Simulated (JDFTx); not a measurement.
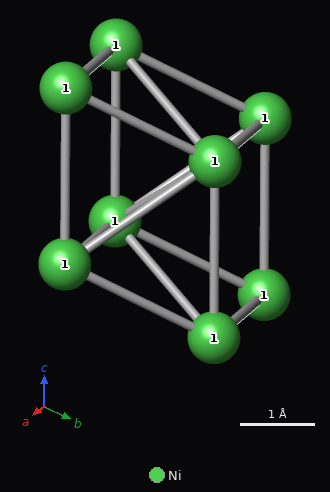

The structure (ball-and-stick view of the reduced cell, seen slightly off an axis; atoms are numbered from 1 in the order of the input).

**Run report: Ni, converge calculation**

The run: converge calculation of Ni (P-1, 1 atom in the cell). Method and program: Kohn-Sham DFT of a periodic cell, PBEsol, PseudoDojo-SR-PBEsol-0.4-stringent, spin-polarised (JDFTx 1.7.0 (patched build)).

The structure derives from a Materials Project entry.

### The program's output
```
*************** JDFTx 1.7.0 (patched build) ***************

Input parsed successfully to the following command list (including defaults):
[... the input with its defaults ...]

---------- Setting up symmetries ----------

Non-trivial transmission matrix:
[   1   1   0  ]
[  -1   0   0  ]
[   0  -1   1  ]
with reduced lattice vectors:
[     -3.217387     -3.208611      3.239886  ]
[      3.289860      0.008364      3.312359  ]
[     -0.000412      3.301849      0.039639  ]

Found 2 point-group symmetries of the bravais lattice
Found 2 space-group symmetries with basis
Applied RMS atom displacement 0 bohrs to make symmetries exact.

---------- Initializing the Grid ----------
R =
[     0.031275      3.24866      3.23989  ]
[      3.32072     0.030863      3.31236  ]
[      3.34149       3.3419    0.0396389  ]
unit cell volume = 70.8037
G =
[  -0.982216   0.949404   0.946045  ]
[   0.970522  -0.960603    0.94555  ]
[   0.975653    0.95404  -0.957244  ]
Minimum fftbox size, Smin = [  32  32  32  ]
Chosen fftbox size, S = [  32  32  32  ]

---------- Exchange Correlation functional ----------
Initalized PBEsol GGA exchange.
Initalized PBEsol GGA correlation.

---------- Setting up pseudopotentials ----------
Width of ionic core gaussian charges (only for fluid interactions / plotting) set to 0

Reading pseudopotential file 'pseudo/Ni.upf':
  'Ni' pseudopotential, 'PBESOL' functional
  Generated using ONCVPSP code by D. R. Hamann
  18 valence electrons, 4 orbitals, 6 projectors, 1001 radial grid points, with lMax = 2
    3S    l: 0   occupation:  2.0   eigenvalue: -4.070998
    3P    l: 1   occupation:  6.0   eigenvalue: -2.618562
    3D    l: 2   occupation:  8.0   eigenvalue: -0.327098
    4S    l: 0   occupation:  2.0   eigenvalue: -0.208097
  Core radius for overlap checks: 1.51 bohrs.

Initialized 1 species with 1 total atoms.

Folded 1 k-points by 6x6x6 to 216 k-points.

---------- Setting up k-points, bands, fillings ----------
Reduced to 112 k-points under symmetry.
Computing the number of bands and number of electrons
Calculating initial fillings.
nElectrons:  18.000000   nBands: 15   nStates: 224

----- Setting up reduced wavefunction bases (one per k-point) -----
average nbasis = 1304.894 , ideal nbasis = 1304.859

---------- Setting up ewald sum ----------
Optimum gaussian width for ewald sums = 1.675391 bohr.
Real space sum over 2197 unit cells with max indices [  6  6  6  ]
Reciprocal space sum over 2197 terms with max indices [  6  6  6  ]

---------- Allocating electronic variables ----------
Initializing wave functions:  linear combination of atomic orbitals
Note: number of bands (15) exceeds available atomic orbitals (10)
Ni (M=1) pseudo-atom majority spin occupations:   s ( 1 0.5 )  p ( 3 )  d ( 5 )
Ni (M=1) pseudo-atom minority spin occupations:   s ( 1 0 )  p ( 3 )  d ( 4.5 )
	FillingsUpdate:  mu: +1.510580034  nElectrons: 18.000000  magneticMoment: [ Abs: 0.01333  Tot: +0.00000 ]
LCAOMinimize: Iter:   0  F: -163.5556420681108420  |grad|_K:  6.139e-03  alpha:  1.000e+00
	FillingsUpdate:  mu: +1.431238927  nElectrons: 18.000000  magneticMoment: [ Abs: 0.02225  Tot: +0.00000 ]
LCAOMinimize: Iter:   1  F: -163.9503452989773962  |grad|_K:  6.466e-03  alpha:  1.742e-01  linmin: -3.256e-01  cgtest:  7.302e-01
LCAOMinimize: 	Wrong curvature in test step, increasing alphaT to 5.225235e-01.
[... 20 lines of inner loops ...]
LCAOMinimize: Iter:   9  F: -165.2401074409845023  |grad|_K:  1.456e-06  alpha:  5.509e-01  linmin: -6.805e-06  cgtest: -3.280e-03
	FillingsUpdate:  mu: +0.705753504  nElectrons: 18.000000  magneticMoment: [ Abs: 0.72635  Tot: +0.63861 ]
LCAOMinimize: Iter:  10  F: -165.2401074739765932  |grad|_K:  2.977e-07  alpha:  6.172e-01  linmin: -3.850e-04  cgtest:  1.067e-03
LCAOMinimize: Converged (|Delta F|<1.000000e-06 for 2 iters).

-------- Electronic minimization -----------
Will mix electronic density at each iteration.
	FillingsUpdate:  mu: +0.705753504  nElectrons: 18.000000  magneticMoment: [ Abs: 0.72635  Tot: +0.63861 ]
	FillingsUpdate:  mu: +0.705245071  nElectrons: 18.000000  magneticMoment: [ Abs: 0.72635  Tot: +0.63861 ]
SCF: Cycle:  0   F: -165.246958475570523   dF: -6.851e-03   |Residual|: 4.565e-02   |deigs|: 2.824e-01
	FillingsUpdate:  mu: +0.693218595  nElectrons: 18.000000  magneticMoment: [ Abs: 0.73533  Tot: +0.63854 ]
SCF: Cycle:  1   F: -165.247798557448277   dF: -8.401e-04   |Residual|: 1.683e-02   |deigs|: 1.141e-02
	FillingsUpdate:  mu: +0.698294579  nElectrons: 18.000000  magneticMoment: [ Abs: 0.73793  Tot: +0.63785 ]
SCF: Cycle:  2   F: -165.248095461960645   dF: -2.969e-04   |Residual|: 7.262e-03   |deigs|: 4.311e-03
	FillingsUpdate:  mu: +0.698104331  nElectrons: 18.000000  magneticMoment: [ Abs: 0.74272  Tot: +0.63924 ]
SCF: Cycle:  3   F: -165.248101654440944   dF: -6.192e-06   |Residual|: 1.017e-03   |deigs|: 4.380e-04
	FillingsUpdate:  mu: +0.698091542  nElectrons: 18.000000  magneticMoment: [ Abs: 0.74046  Tot: +0.63823 ]
SCF: Cycle:  4   F: -165.248101784173485   dF: -1.297e-07   |Residual|: 4.306e-04   |deigs|: 1.638e-04
SCF: Converged (|Delta E|<1.000000e-05 for 2 iters).

WARNING: filled levels still moved by 2.7e-05 Eh in the last cycle and may be farther than that from their end: converge the SCF further.
Setting wave functions to eigenvectors of Hamiltonian

# Stress tensor in Cartesian coordinates [Eh/a0^3]:
[  1.16637e-05   4.0844e-05  6.98254e-05  ]
[   4.0844e-05  0.000141688  6.08568e-05  ]
[  6.98254e-05  6.08568e-05  0.000182299  ]

# Ionic positions in lattice coordinates:
ion Ni   0.006509000000000   0.011440000000000  -0.032895000000000 1

# Forces in Cartesian coordinates:
force Ni   0.000000000000000   0.000000000000000   0.000000000000000 1

# Energy components:
   Eewald =     -113.0967957127144814
       EH =       46.7420175218543932
     Eloc =     -134.3421092626119275
      Enl =      -27.8907910943727515
      Exc =      -21.6652179454871536
 Exc_core =        3.8082462453916279
       KE =       81.1969592025719180
-------------------------------------
     Etot =     -165.2476910453683843
       TS =        0.0004107388050894
-------------------------------------
        F =     -165.2481017841734854

IonicMinimize: Iter:   0  F: -165.248101784173485  |grad|_K:  0.000e+00
IonicMinimize: Converged (|grad|_K<1.000000e-04).

#--- Lowdin population analysis ---
# oxidation-state Ni +0.232
# magnetic-moments Ni +0.668

Dumping 'run.eigStats' ...
	eMin: -3.100100 at state 0 ( [ +0.000000 +0.000000 +0.000000 ] spin 1 )
	HOMO: +0.698081 at state 118 ( [ +0.000000 +0.166667 +0.333333 ] spin -1 )
	mu  : +0.698092
	LUMO: +0.698191 at state 192 ( [ +0.333333 -0.333333 +0.000000 ] spin -1 )
	eMax: +2.085065 at state 60 ( [ +0.333333 +0.000000 -0.333333 ] spin 1 )
	HOMO-LUMO gap: +0.000110
	Optical gap  : +0.006397 at state 169 ( [ +0.333333 +0.000000 +0.166667 ] spin -1 )
Done!
```

The run was set up as follows.

### The input
```
include Ni.lattice
coords-type Lattice
include Ni.ionpos

ion-species pseudo/Ni.upf
elec-cutoff 53
elec-ex-corr gga-PBEsol
kpoint-folding 6 6 6
elec-smearing Fermi 0.0018374661
elec-n-bands 15
spintype z-spin
initial-magnetic-moments Ni 1
elec-initial-magnetization 1 no
electronic-SCF nIterations 100 energyDiffThreshold 1e-05
electronic-minimize nIterations 30 energyDiffThreshold 1e-7
forces-output-coords Cartesian

dump-name run.$VAR
dump End Ecomponents EigStats BandEigs Kpoints Forces Stress
```

### File Ni.lattice
```
lattice \
    0.0312749674     3.2486621959     3.2398863078 \
    3.3207231222     0.0308630071     3.3123591944 \
    3.3414874329     3.3418993932     0.0396388952
```

### File Ni.ionpos
```
ion Ni     0.0065090000     0.0114400000    -0.0328950000 1
```

Run as:
```bash
jdftx -c 1 -i Ni.in -o Ni.out
```

### Results in brief

- outcome: converged
- space group (tolerance 0.01 Å): P-1 (2)
- electrons treated: 18
- free energy: −4496.6299 eV
- Fermi energy: 18.996 eV
- gap on the k-point mesh: none (metallic)
- net moment of the cell: 0.64 μB
- integrated absolute moment: 0.74 μB
- pressure: −3.29 GPa
- largest force (length of the vector): under 0.001 eV/Å
- hardware: 1 thread of Intel Xeon @ 2.90GHz (Ice Lake), 64 GiB of memory available, shared host
- wall time: 52 s
- peak memory: 0.19 GiB

### Remarks

Settings chosen away from the usual ones: energyDiffThreshold set to 1e-05. The settings depart from the standard set-up of this series, which can bear on the numbers. Notes on the run: WARNING: filled levels still moved by 2.7e-05 Eh in the last cycle and may be farther than that from their end: converge the SCF further. Points of doubt noted for this run: coarse mesh.
